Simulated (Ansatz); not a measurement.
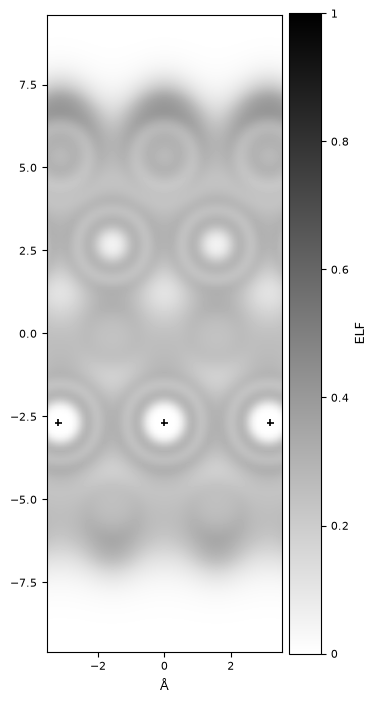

The electron localisation function on a plane through atoms (crosses mark nuclei in the plane).

Method: DFT PBEsol, scalar-relativistic, plane waves, PAW in Ansatz 0.2.0.

Candidates:
A. In (slab), a = 3.19 Å, b = 3.37 Å, c = 25.77 Å, α = 90.00°, β = 90.00°, γ = 118.31°. Computed without spin polarisation.
B. HgSe, a = 6.13 Å, b = 6.13 Å, c = 6.13 Å, α = 90.00°, β = 90.00°, γ = 90.00°. Space group F-43m.

### Which system is this?

Candidate A: In on the (010) plane of the calculation cell, a cut from vacuum to vacuum, which holds In. In–In (3.19 Å): the ELF is about 0.30 at the midpoint; no localised pair shows between them.
